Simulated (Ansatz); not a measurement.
## Run report: C, geometry relaxation (part 2 of 2)

Continued. System: C (defect cell, 15 atoms in the cell). Method: DFT PBE, scalar-relativistic, plane waves, PAW, no spin polarisation (Ansatz 0.2.0); cutoff 420 eV, 4×4×4 k-mesh, Gaussian smearing of 0.05 eV. The structure derives from an entry of the Crystallography Open Database. It belongs to a series of runs on one base structure; here: C vacancy after atom 8 has jumped, atoms relaxed.

Geometry of the input (Å; fractional positions):
```
-3.5715  -3.5715  0.0000
0.0000  -3.5715  3.5715
-3.5715  0.0000  3.5715
C  0.2500  0.2500  0.2500
C  0.7500  0.7500  0.2500
C  0.2500  0.7500  0.2500
C  0.7500  0.2500  0.7500
C  0.2500  0.2500  0.7500
C  0.7500  0.7500  0.7500
C  0.2500  0.7500  0.7500
C  0.7500  0.2500  0.2500
C  0.8750  0.3750  0.3750
C  0.3750  0.8750  0.3750
C  0.8750  0.8750  0.3750
C  0.3750  0.3750  0.8750
C  0.8750  0.3750  0.8750
C  0.3750  0.8750  0.8750
C  0.8750  0.8750  0.8750
```

```
SCF converged after 6 iterations
Free energy (F): -3756.885108 eV
Harris-Foulkes:  -3756.885108 eV  (|F-HF|=1.36e-12)
Internal energy: -3756.883006 eV  (E = F + TS)
E sigma→0 (E₀):  -3756.884057 eV
Entropy (-TS):   -0.002102 eV (-0.140 meV/atom)
Fermi energy:    13.764296 eV
--- Per-component energies (eV) ---
  E_band       = 194.148723
  E_kinetic    = 1367.437624
  E_local      = -1112.800194  (includes V_loc(G=0)·N_el)
  E_nonlocal   = 401.838530
  E_hartree    = 268.069845
  E_xc         = -725.809203
  E_vxc        = -900.521985  (∫ρ·V_xc dr)
  E_paw        = -1486.784900  (= ΣΔE_a)
  E_vpaw       = -97.945060  (= ΣTr[D̂ρ^β])
  E_aug_tail   = 0.000121  (compensation charges beyond the density's cutoff)
  E_ewald      = -2468.834827
  E_smearing   = -0.002102  (= −TS)
  E_closure    = -0.000000  (closes the sum)
  Σ components = -3756.885108   (vs F -3756.885108, Δ=0.00e0)
--- Forces (eV/Å), atoms counted from 1 ---
  atom   1  C     -0.00279990    -0.00279990     0.00279990
  atom   2  C      0.00039751    -0.00039751    -0.00039751
  atom   3  C     -0.00279990     0.00279990    -0.00279990
  atom   4  C     -0.00039751     0.00039751    -0.00039751
  atom   5  C      0.00279990    -0.00279990    -0.00279990
  atom   6  C     -0.00039751    -0.00039751     0.00039751
  atom   7  C      0.00039751     0.00039751     0.00039751
  atom   8  C      0.00279990     0.00279990     0.00279990
  atom   9  C      0.00000000     0.00000000    -0.00557874
  atom  10  C      0.00557874     0.00000000     0.00000000
  atom  11  C      0.00000000    -0.00557874    -0.00000000
  atom  12  C      0.00000000     0.00557874    -0.00000000
  atom  13  C     -0.00557874     0.00000000     0.00000000
  atom  14  C      0.00000000     0.00000000     0.00557874
  atom  15  C      0.00000000     0.00000000     0.00000000
  max |Σ_I F_I| component: 4.90e-16 eV/Å
--- Stress (GPa, compression-positive) ---
       -0.274061      -0.000000       0.000000
       -0.000000      -0.274061       0.000000
        0.000000       0.000000      -0.274061
  P = ⅓ Tr σ = -0.2741 GPa (-2.741 kbar)
--- Band table (eV; the first three rows and the last of 8) ---
  k-point 0: bands = ["-9.1097", "-3.7043", "-3.7043", "-3.7043", "-3.2202", "-1.3635", "-1.2626", "-1.2626", "-1.2626", "-0.8183", "-0.8183", "0.3629", "0.3629", "0.3629", "5.7678", "5.7678", "5.7678", "6.4549", "6.4549", "6.4549", "6.5374", "8.6321", "8.6321", "9.2781", "9.2781", "9.2781", "10.7584", "10.7584", "10.7584", "15.1272", "15.1272", "15.1272", "16.9849", "16.9849", "16.9849", "17.5280", "17.5280", "17.6025", "18.5627", "18.5627", "18.5627", "20.4072", "20.4072", "20.4072", "20.9715"]
  k-point 1: bands = ["-8.7075", "-5.4966", "-3.6961", "-3.6961", "-3.4111", "-2.3498", "-2.3498", "-1.0912", "0.0046", "0.0046", "0.2725", "1.4698", "1.7736", "1.7736", "4.8715", "4.8715", "5.2613", "6.1409", "6.6049", "6.6049", "7.5576", "7.6220", "7.6220", "8.5558", "8.8581", "8.8723", "8.8723", "10.3680", "10.3680", "13.6223", "14.8763", "14.8763", "17.4121", "17.4121", "17.6446", "18.8829", "18.8829", "18.9246", "19.5551", "19.7080", "19.7080", "19.9883", "19.9883", "20.7591", "21.7762"]
  k-point 2: bands = ["-7.7765", "-7.1333", "-3.6565", "-3.5081", "-3.5081", "-3.1212", "-3.1212", "-0.8857", "1.0328", "1.2150", "1.2150", "2.2827", "2.2827", "3.6693", "5.1923", "5.1923", "5.1947", "5.2541", "5.2804", "5.2804", "7.0106", "7.0106", "7.0440", "7.3442", "8.4248", "8.4248", "9.3115", "10.1154", "10.1154", "11.5430", "14.6279", "14.6279", "18.1247", "18.1247", "18.2749", "18.8928", "18.8928", "19.0580", "19.8894", "19.8894", "20.4507", "22.2636", "22.2636", "23.1476", "23.6892"]
  k-point 7: bands = ["-6.9068", "-6.5952", "-6.4368", "-5.1875", "-2.6383", "-2.4849", "-2.1221", "-0.4448", "1.3782", "1.9875", "2.2678", "2.5854", "3.1229", "3.5367", "4.0723", "4.2079", "5.2346", "5.6381", "6.0778", "6.1114", "6.3268", "6.3640", "6.4357", "6.7741", "7.7310", "8.1530", "8.3007", "8.6699", "11.0049", "11.3555", "13.6614", "13.8894", "18.7818", "18.8764", "19.3616", "19.4018", "20.8169", "20.9105", "21.0282", "21.2652", "22.4534", "22.4790", "22.6127", "22.8637", "22.9099"]
--- Relaxed structure (5 steps of the walk, 5 accepted, 0 SCFs on fresh bases) ---
  F+E_penalty+E_count = -3756.88510781 eV   max|allowed force component| = 5.579e-3 eV/Å
  atoms:
    - { symbol: C, position: [0.24120415074118132, 0.24120415074118132, 0.24120415074118132] }
    - { symbol: C, position: [0.7502585356673248, 0.7502585356673248, 0.24922439299802557] }
    - { symbol: C, position: [0.2412041507411813, 0.7763875477764561, 0.2412041507411813] }
    - { symbol: C, position: [0.7502585356673248, 0.24922439299802557, 0.7502585356673248] }
    - { symbol: C, position: [0.2412041507411813, 0.2412041507411813, 0.7763875477764561] }
    - { symbol: C, position: [0.7502585356673248, 0.7502585356673248, 0.7502585356673248] }
    - { symbol: C, position: [0.24922439299802557, 0.7502585356673248, 0.7502585356673248] }
    - { symbol: C, position: [0.7763875477764561, 0.24120415074118132, 0.24120415074118132] }
    - { symbol: C, position: [0.8742522898353293, 0.37574771016467073, 0.37574771016467073] }
    - { symbol: C, position: [0.3757477101646707, 0.8742522898353293, 0.37574771016467073] }
    - { symbol: C, position: [0.8742522898353291, 0.8742522898353291, 0.3757477101646709] }
    - { symbol: C, position: [0.3757477101646707, 0.37574771016467073, 0.8742522898353293] }
    - { symbol: C, position: [0.8742522898353291, 0.3757477101646709, 0.8742522898353291] }
    - { symbol: C, position: [0.3757477101646709, 0.8742522898353291, 0.8742522898353291] }
    - { symbol: C, position: [0.8749999999999999, 0.8749999999999999, 0.8749999999999999] }
```

**Trajectory as extended XYZ (Å, eV, eV/Å), 5 frames, from step=1 to step=5**
```
15
Lattice="-3.5715 -3.5715 0.0000 0.0000 -3.5715 3.5715 -3.5715 0.0000 3.5715" Properties=species:S:1:pos:R:3:forces:R:3 step=1 energy=-3756.18205
C    -1.7857   -1.7857    1.7857    1.8109   1.8109  -1.8109
C    -3.5715   -5.3572    3.5715    0.0474  -0.0474  -0.0474
C    -1.7857   -3.5715    3.5715    1.8109  -1.8109   1.8109
C    -5.3572   -3.5715    3.5715   -0.0474   0.0474  -0.0474
C    -3.5715   -1.7857    3.5715   -1.8109   1.8109   1.8109
C    -5.3572   -5.3572    5.3572   -0.0474  -0.0474   0.0474
C    -3.5715   -3.5715    5.3572    0.0474   0.0474   0.0474
C    -3.5715   -3.5715    1.7857   -1.8109  -1.8109  -1.8109
C    -4.4643   -4.4643    2.6786    0.0000   0.0000   0.6851
C    -2.6786   -4.4643    4.4643   -0.6851   0.0000   0.0000
C    -4.4643   -6.2501    4.4643    0.0000   0.6851   0.0000
C    -4.4643   -2.6786    4.4643    0.0000  -0.6851   0.0000
C    -6.2501   -4.4643    4.4643    0.6851   0.0000   0.0000
C    -4.4643   -4.4643    6.2501    0.0000   0.0000  -0.6851
C    -6.2501   -6.2501    6.2501    0.0000   0.0000   0.0000
15
Lattice="-3.5715 -3.5715 0.0000 0.0000 -3.5715 3.5715 -3.5715 0.0000 3.5715" Properties=species:S:1:pos:R:3:forces:R:3 step=2 energy=-3756.84069
C    -1.7346   -1.7346    1.7346    0.3164   0.3164  -0.3164
C    -3.5690   -5.3597    3.5690   -0.1142   0.1142   0.1142
C    -1.7346   -3.6226    3.6226    0.3164  -0.3164   0.3164
C    -5.3597   -3.5690    3.5690    0.1142  -0.1142   0.1142
C    -3.6226   -1.7346    3.6226   -0.3164   0.3164   0.3164
C    -5.3597   -5.3597    5.3597    0.1142   0.1142  -0.1142
C    -3.5690   -3.5690    5.3597   -0.1142  -0.1142  -0.1142
C    -3.6226   -3.6226    1.7346   -0.3164  -0.3164  -0.3164
C    -4.4643   -4.4643    2.6953    0.0000   0.0000  -0.6296
C    -2.6953   -4.4643    4.4643    0.6296   0.0000   0.0000
C    -4.4643   -6.2333    4.4643    0.0000  -0.6296   0.0000
C    -4.4643   -2.6953    4.4643    0.0000   0.6296   0.0000
C    -6.2333   -4.4643    4.4643   -0.6296   0.0000   0.0000
C    -4.4643   -4.4643    6.2333    0.0000   0.0000   0.6296
C    -6.2501   -6.2501    6.2501    0.0000   0.0000   0.0000
15
Lattice="-3.5715 -3.5715 0.0000 0.0000 -3.5715 3.5715 -3.5715 0.0000 3.5715" Properties=species:S:1:pos:R:3:forces:R:3 step=3 energy=-3756.88456
C    -1.7227   -1.7227    1.7227   -0.0111  -0.0111   0.0111
C    -3.5703   -5.3584    3.5703    0.0309  -0.0309  -0.0309
C    -1.7227   -3.6345    3.6345   -0.0111   0.0111  -0.0111
C    -5.3584   -3.5703    3.5703   -0.0309   0.0309  -0.0309
C    -3.6345   -1.7227    3.6345    0.0111  -0.0111  -0.0111
C    -5.3584   -5.3584    5.3584   -0.0309  -0.0309   0.0309
C    -3.5703   -3.5703    5.3584    0.0309   0.0309   0.0309
C    -3.6345   -3.6345    1.7227    0.0111   0.0111   0.0111
C    -4.4643   -4.4643    2.6854    0.0000   0.0000  -0.0872
C    -2.6854   -4.4643    4.4643    0.0872   0.0000   0.0000
C    -4.4643   -6.2433    4.4643    0.0000  -0.0872   0.0000
C    -4.4643   -2.6854    4.4643    0.0000   0.0872   0.0000
C    -6.2433   -4.4643    4.4643   -0.0872   0.0000   0.0000
C    -4.4643   -4.4643    6.2433    0.0000   0.0000   0.0872
C    -6.2501   -6.2501    6.2501    0.0000   0.0000   0.0000
15
Lattice="-3.5715 -3.5715 0.0000 0.0000 -3.5715 3.5715 -3.5715 0.0000 3.5715" Properties=species:S:1:pos:R:3:forces:R:3 step=4 energy=-3756.88511
C    -1.7229   -1.7229    1.7229   -0.0028  -0.0028   0.0028
C    -3.5696   -5.3591    3.5696    0.0004  -0.0004  -0.0004
C    -1.7229   -3.6343    3.6343   -0.0028   0.0028  -0.0028
C    -5.3591   -3.5696    3.5696   -0.0004   0.0004  -0.0004
C    -3.6343   -1.7229    3.6343    0.0028  -0.0028  -0.0028
C    -5.3591   -5.3591    5.3591   -0.0004  -0.0004   0.0004
C    -3.5696   -3.5696    5.3591    0.0004   0.0004   0.0004
C    -3.6343   -3.6343    1.7229    0.0028   0.0028   0.0028
C    -4.4643   -4.4643    2.6839    0.0000   0.0000  -0.0056
C    -2.6839   -4.4643    4.4643    0.0056   0.0000   0.0000
C    -4.4643   -6.2447    4.4643    0.0000  -0.0056   0.0000
C    -4.4643   -2.6839    4.4643    0.0000   0.0056   0.0000
C    -6.2447   -4.4643    4.4643   -0.0056   0.0000   0.0000
C    -4.4643   -4.4643    6.2447    0.0000   0.0000   0.0056
C    -6.2501   -6.2501    6.2501    0.0000   0.0000   0.0000
15
Lattice="-3.5715 -3.5715 0.0000 0.0000 -3.5715 3.5715 -3.5715 0.0000 3.5715" Properties=species:S:1:pos:R:3:forces:R:3 step=5 energy=-3756.88511
C    -1.7229   -1.7229    1.7229   -0.0028  -0.0028   0.0028
C    -3.5696   -5.3591    3.5696    0.0004  -0.0004  -0.0004
C    -1.7229   -3.6343    3.6343   -0.0028   0.0028  -0.0028
C    -5.3591   -3.5696    3.5696   -0.0004   0.0004  -0.0004
C    -3.6343   -1.7229    3.6343    0.0028  -0.0028  -0.0028
C    -5.3591   -5.3591    5.3591   -0.0004  -0.0004   0.0004
C    -3.5696   -3.5696    5.3591    0.0004   0.0004   0.0004
C    -3.6343   -3.6343    1.7229    0.0028   0.0028   0.0028
C    -4.4643   -4.4643    2.6839    0.0000   0.0000  -0.0056
C    -2.6839   -4.4643    4.4643    0.0056   0.0000   0.0000
C    -4.4643   -6.2447    4.4643    0.0000  -0.0056   0.0000
C    -4.4643   -2.6839    4.4643    0.0000   0.0056   0.0000
C    -6.2447   -4.4643    4.4643   -0.0056   0.0000   0.0000
C    -4.4643   -4.4643    6.2447    0.0000   0.0000   0.0056
C    -6.2501   -6.2501    6.2501    0.0000   0.0000   0.0000
```

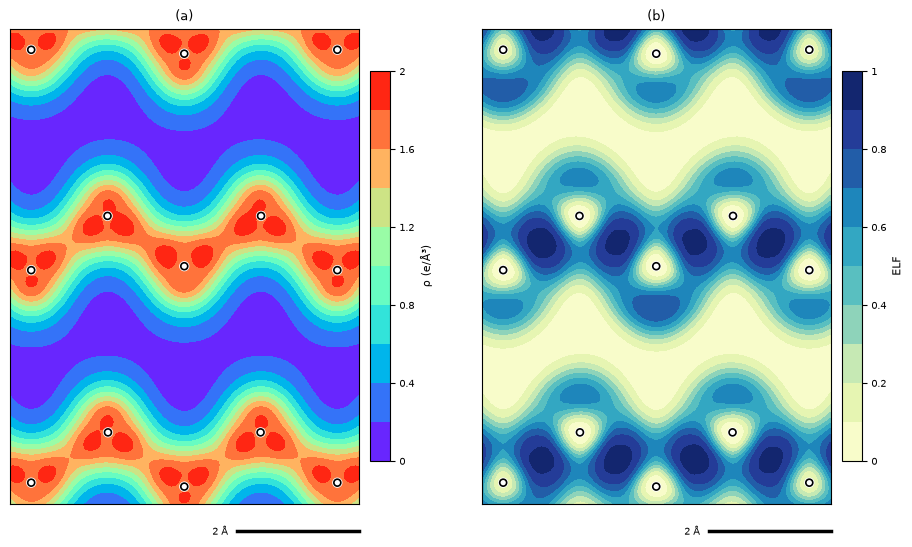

Figure 1. (a) valence pseudo-density; (b) ELF on the (11̄0) plane of the calculation cell. Circles mark the nuclei in the plane (C). The plane passes through C nuclei. C–C (1.52 Å): ρ at the midpoint is about 1.7 e/Å³; the ELF peaks at about 0.95 between the atoms, which marks a shared electron pair. Away from the nuclei the density in this plane falls to 0.07 e/Å³ at its lowest. The fields are those of the smooth PAW valence density.

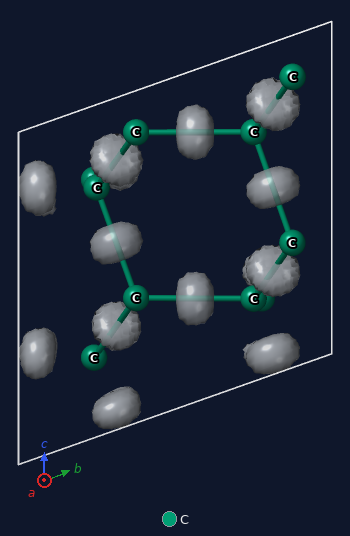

Figure 2. Isosurface of the electron localisation function at 0.85 (grey), seen along the a axis. Core shells and regions of very low density are left out. Sticks mark near contacts. The outline is the calculation cell. Profiles from the grid: C–C (1.52 Å): the ELF peaks at about 0.95 between the atoms, which marks localised, shared-pair bonding.

**Results in brief**

| quantity | value |
| --- | --- |
| outcome | converged |
| electrons treated | 60 |
| free energy | −3756.8851 eV |
| Fermi energy | 13.764 eV |
| gap on the k-point mesh | none (metallic) |
| pressure | −0.27 GPa |
| final volume | 91.11 Å³ |
| largest force (length of the vector) at the end | 0.006 eV/Å |
| hardware | 4 threads of Intel Xeon (Sapphire Rapids), 64 GiB of memory available, shared host |
| wall time | 4.5 s (CPU time 14 s) |
| peak memory | 0.44 GiB |

Warnings of the run: the SCF threshold is looser than advised for the printed stress.
